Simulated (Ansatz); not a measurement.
**Geometry relaxation, with input and output: WSe2 (part 2 of 2)**

Continued. System: WSe2 (P-6m2, 3 atoms in the cell). Method: DFT PBEsol, scalar-relativistic, plane waves, PAW, no spin polarisation (Ansatz 0.2.0); cutoff 420 eV, 12×12×2 k-mesh, Gaussian smearing of 0.02 eV. The structure derives from a Materials Project entry.

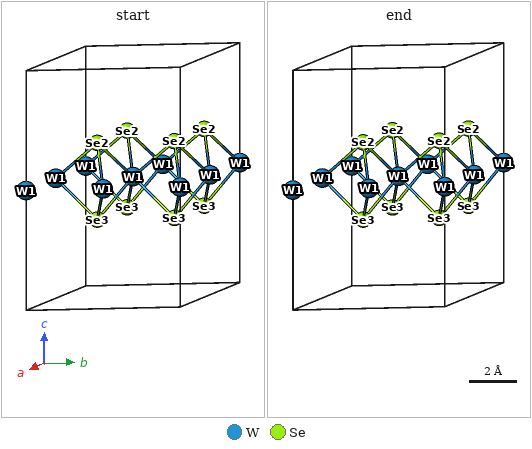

**Figure 1.** Before (left) and after (right) the relaxation, at one scale (ball-and-stick view of the 2 × 2 repeat of the cell, with the vacuum cut short, seen slightly off an axis). After 3 geometry steps the energy has fallen by 6.5 meV per atom. The largest force component goes from 0.13 to 0.0012 eV/Å. The largest moves relative to the cell, 0.011 Å, are those of Se2 and Se3. W stays in place. In the plane the drawn cell goes a 6.636 → 6.541 Å (−1.4 %), b 6.636 → 6.541 Å (−1.4 %). Among the contacts that change: W1–Se2 2.536 → 2.523 Å. The space group stays P-6m2 (No. 187). A last SCF at the same geometry on a re-selected plane-wave basis shifts the energy by +0.1 meV per atom. (Atoms are counted from 1 in the order of the input.)

```
basis re-selected at this cell: Δ(F+E_penalty+E_count) = +3.302e-4 eV, ΔP = +0.000 GPa vs the last step (what re-selecting the basis moved, of the pressure what is left beyond the Pulay correction that the steps carried, after the strain that the cell walked since its last selection, with what the two solves' SCF thresholds leave and, on support functions, any second-order correction that the steps lacked; it is no measure of the basis error at this ecutwfc). This SCF's stress stands 4.51e-3 GPa from its target on what of the cell is left free (relax.cell.stress_tol is 5.00e-2 GPa) and its largest allowed force component is 1.22e-3 eV/Å (relax.f_tol is 5.00e-3 eV/Å): within both
WARN: The output density's exchange-correlation potential varies sharply where the density is thin. Do not read a vacuum level from v_tot or v_xc, or from such a field of the output density. On a cell that repeats whose density bears no net charge and no dipole along the vacuum's axis use v_es (v_loc + v_h of the components); under efield.dipole_correction with no amplitude use v_es + v_field, which holds any external_charges[].barrier, or the levels of the report's work_function block, which leave it out; under a non-zero efield.amplitude the vacuum is tilted and has no level; on a cell that repeats and bears such a dipole with no correction it is tilted too, and efield.dipole_correction with no amplitude gives each side of its ramp a level where efield: is served; in a cell that repeats whose density bears a net charge (total_charge, or a fill off its count) it is curved and has none; of a slab under crystal.periodic whose density bears no net charge use v_es, which has a level on each side, short of where the two are joined; of another it falls or rises all the way out and has none; of a slab beside external_charges read slab_vacuum_level instead, which it has where they leave it neutral. The grid or the basis barely resolves most such structure, and the values can differ between equally converged runs; as a rule a tighter scf.convergence.dr2_threshold does not remove it. Where the density itself ripples (under the LDA too) a higher basis.ecutwfc lessens it. The files hold the spikes' plane waves up to the density's cutoff. Files: v_tot_of_output_density and the like, and their columns of v_z.tsv (output.write_potential); v_xc_of_output_density and the like, and their columns of v_comp_z.tsv (output.write_potential_components). Measured: with its Gaussian average of σ = 0.25 Å subtracted twice, the exchange-correlation potential is over 0.1 eV at 312 of the grid points where the equally averaged density (valence and model cores) is under 1e-3 e/Å³, and 0.905 eV at the most among them, at an averaged density of 3.7e-8 e/Å³. The input density's (outcome.potential() and, of a run that writes arrays, v_tot and v_xc) is over 0.1 eV, so measured, at 323 points of its own thin density, 0.535 eV at the most. See output.write_potential in the manual, Limitations
SCF converged after 7 iterations
Free energy (F): -21106.725278 eV
Harris-Foulkes:  -21106.725278 eV  (|F-HF|=1.09e-11)
Internal energy: -21106.725278 eV  (E = F + TS)
E sigma→0 (E₀):  -21106.725278 eV
Fermi energy:    2.658384 eV
--- Per-component energies (eV) ---
  E_band       = -1339.293742
  E_kinetic    = 690.062672
  E_local      = -32682.580241  (includes V_loc(G=0)·N_el)
  E_nonlocal   = -1181.136084
  E_hartree    = 15981.515565
  E_xc         = -472.960462
  E_vxc        = -436.207149  (∫ρ·V_xc dr)
  E_paw        = -12172.258236  (= ΣΔE_a)
  E_vpaw       = 307.537323  (= ΣTr[D̂ρ^β])
  E_aug_tail   = -0.001276  (compensation charges beyond the density's cutoff)
  E_ewald      = 8728.394090
  E_core_change = 2.238693  (= ΣΔE_core)
  E_smearing   = -0.000000  (= −TS)
  E_closure    = 0.000000  (closes the sum)
  Σ components = -21106.725278   (vs F -21106.725278, Δ=0.00e0)
--- Forces (eV/Å), atoms counted from 1 ---
  atom   1  W      0.00000000     0.00000000    -0.00000000
  atom   2  Se    -0.00000000     0.00000000    -0.00122346
  atom   3  Se    -0.00000000    -0.00000000     0.00122346
  max |Σ_I F_I| component: 2.31e-17 eV/Å
--- Stress (GPa, compression-positive) ---
       -0.004511       0.000000      -0.000000
        0.000000      -0.004511      -0.000000
       -0.000000      -0.000000      -0.004332
  P = ⅓ Tr σ = -0.0045 GPa (-0.045 kbar)
--- Band table (eV; the first three rows and the last of 38) ---
  k-point 0: bands = ["-72.0655", "-45.7226", "-45.7226", "-45.7220", "-45.7220", "-45.6897", "-45.6897", "-45.6885", "-45.6885", "-45.6763", "-45.6741", "-36.3670", "-36.2116", "-36.2116", "-13.0860", "-11.7932", "-4.4977", "-0.5245", "-0.5245", "-0.4355", "0.6408", "0.6408", "1.3992", "4.8754", "4.8754", "5.0623", "5.0623", "6.1713"]
  k-point 1: bands = ["-72.0655", "-45.7226", "-45.7226", "-45.7220", "-45.7220", "-45.6897", "-45.6897", "-45.6885", "-45.6885", "-45.6763", "-45.6741", "-36.3670", "-36.2116", "-36.2116", "-13.0860", "-11.7932", "-4.4977", "-0.5245", "-0.5245", "-0.4355", "0.6408", "0.6408", "1.3992", "4.8753", "4.8753", "5.0623", "5.0623", "6.2559"]
  k-point 2: bands = ["-72.0648", "-45.7225", "-45.7222", "-45.7220", "-45.7217", "-45.6898", "-45.6898", "-45.6887", "-45.6885", "-45.6762", "-45.6740", "-36.3634", "-36.2288", "-36.2156", "-12.9779", "-11.7389", "-4.3594", "-0.8461", "-0.6702", "-0.4186", "0.4577", "0.6707", "1.3746", "4.5817", "4.6210", "4.9194", "5.0622", "6.4837"]
  k-point 37: bands = ["-72.0528", "-45.7207", "-45.7193", "-45.7192", "-45.7191", "-45.6918", "-45.6909", "-45.6898", "-45.6896", "-45.6740", "-45.6714", "-36.4010", "-36.3722", "-36.3071", "-10.6910", "-10.6055", "-3.6878", "-3.5362", "-2.6430", "-1.9407", "-1.5420", "-0.5661", "1.8151", "3.5078", "4.6210", "5.4369", "6.9427", "7.6287"]
--- Relaxed structure (4 steps of the walk, 4 accepted, 1 SCFs on fresh bases) ---
  F+E_penalty+E_count = -21106.72527829 eV   max|allowed force component| = 1.223e-3 eV/Å   (the final SCF, on the basis selected at the relaxed cell)
  cell:  # Å, volume = 154.3121 Å³
    - [3.2702526785725516, 2.845274246878073e-11, 8.710168033583603e-19]
    - [-1.6351263393109163, 2.8321218964237094, -4.355084016857446e-19]
    - [4.373054511549785e-18, -8.68894940964317e-33, 16.661216970047246]
  atoms:
    - { symbol: W, position: [3.7007434429898756e-17, 3.289549685743081e-17, -6.214302405442752e-35] }
    - { symbol: Se, position: [0.33333333333333337, 0.6666666666666667, 0.10039927214040724] }
    - { symbol: Se, position: [0.33333333333333337, 0.6666666666666667, 0.8996007278595928] }
```

Trajectory as extended XYZ (Å, eV, eV/Å), 5 frames, from step=1 to step=5:
```
3
Lattice="3.3179 0.0000 0.0000 -1.6590 2.8734 0.0000 0.0000 0.0000 16.6581" Properties=species:S:1:pos:R:3:forces:R:3 step=1 energy=-21106.70607 pressure_GPa=-1.09
W     0.0000    0.0000    0.0000    0.0000   0.0000   0.0000
Se    0.0000    1.9156    1.6623    0.0000   0.0000  -0.1305
Se    0.0000    1.9156   14.9959    0.0000   0.0000   0.1305
3
Lattice="3.2251 0.0000 0.0000 -1.6126 2.7930 0.0000 0.0000 0.0000 16.6637" Properties=species:S:1:pos:R:3:forces:R:3 step=2 energy=-21106.70857 pressure_GPa=0.78
W     0.0000    0.0000    0.0000    0.0000   0.0000   0.0000
Se    0.0000    1.8620    1.6930    0.0000   0.0000  -0.0508
Se    0.0000    1.8620   14.9707    0.0000   0.0000   0.0508
3
Lattice="3.2723 0.0000 0.0000 -1.6362 2.8339 0.0000 0.0000 0.0000 16.6614" Properties=species:S:1:pos:R:3:forces:R:3 step=3 energy=-21106.72555 pressure_GPa=-0.06
W     0.0000    0.0000    0.0000    0.0000   0.0000   0.0000
Se    0.0000    1.8893    1.6724    0.0000   0.0000  -0.0089
Se    0.0000    1.8893   14.9890    0.0000   0.0000   0.0089
3
Lattice="3.2703 0.0000 0.0000 -1.6351 2.8321 0.0000 0.0000 0.0000 16.6612" Properties=species:S:1:pos:R:3:forces:R:3 step=4 energy=-21106.72561 pressure_GPa=-0.00
W     0.0000    0.0000    0.0000    0.0000   0.0000   0.0000
Se    0.0000    1.8881    1.6728    0.0000   0.0000  -0.0013
Se    0.0000    1.8881   14.9884    0.0000   0.0000   0.0013
3
Lattice="3.2703 0.0000 0.0000 -1.6351 2.8321 0.0000 0.0000 0.0000 16.6612" Properties=species:S:1:pos:R:3:forces:R:3 step=5 energy=-21106.72528 pressure_GPa=-0.00
W     0.0000    0.0000    0.0000    0.0000   0.0000   0.0000
Se    0.0000    1.8881    1.6728    0.0000   0.0000  -0.0012
Se    0.0000    1.8881   14.9884    0.0000   0.0000   0.0012
```

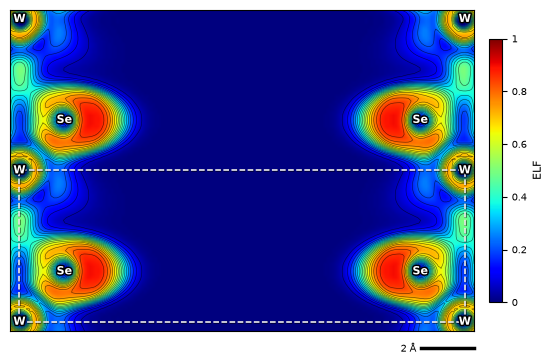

**Figure 2.** Electron localisation function on the (110) plane of the conventional cell. W–Se (2.52 Å): the ELF is about 0.55 at the midpoint. The strong features right at W lie inside the PAW spheres (semicore, d or f shells) and say nothing about bonding. The fields are those of the smooth PAW valence density.

The run was set up as follows.

Input file:
```yaml
crystal:
  lattice:
    - [3.3179375931, 0.0, 0.0]
    - [-1.6589687966, 2.8734182438, 0.0]
    - [0.0, 0.0, 16.65814242]
  atoms:
    - { symbol: W, position: [0.0, 0.0, 0.0] }
    - { symbol: Se, position: [0.33333333, 0.66666667, 0.09978652] }
    - { symbol: Se, position: [0.33333333, 0.66666667, 0.90021348] }
basis:
  ecutwfc: 420
kpoints:
  mp_grid: { grid: [12, 12, 2] }
hamiltonian:
  xc: pbesol
scf:
  occupations: { method: gaussian, width: 0.02 }
output:
  forces: true
  stress: true
  eigenvalues: true
  write_density: true
  write_potential: true
  elf: true
  volumetric_format: npy
relax:
  adjacent_minimum: "off"
  f_tol: 0.005
  max_steps: 80
  cell: { stress_tol: 0.05 }
```

Run as:
```bash
ansatz run input.yaml --threads 2 --pin off --max-ram 5120MiB --backend cpu --events-out ev --progress --plain --runs-dir out
```

Key numbers:

```csv
quantity,value
outcome,converged
space group (tolerance 0.01 Å),P-6m2 (187)
electrons treated,46
free energy,−21106.7253 eV
Fermi energy,2.658 eV
gap on the k-point mesh,1.69 eV
pressure,0.00 GPa
final volume,154.31 Å³
largest force (length of the vector) at the end,0.001 eV/Å
final cell,"a = 3.270 Å, b = 3.270 Å, c = 16.661 Å, α = 90.00°, β = 90.00°, γ = 120.00°"
hardware,"2 threads of Intel Xeon (Sapphire Rapids), 192 GiB of memory available, shared host"
wall time,34 s (CPU time 67 s)
peak memory,0.55 GiB
```

Remarks:

Warnings of the run: the exchange-correlation potential is rough where the density is thin. Spin–orbit coupling is left out, which matters for W.
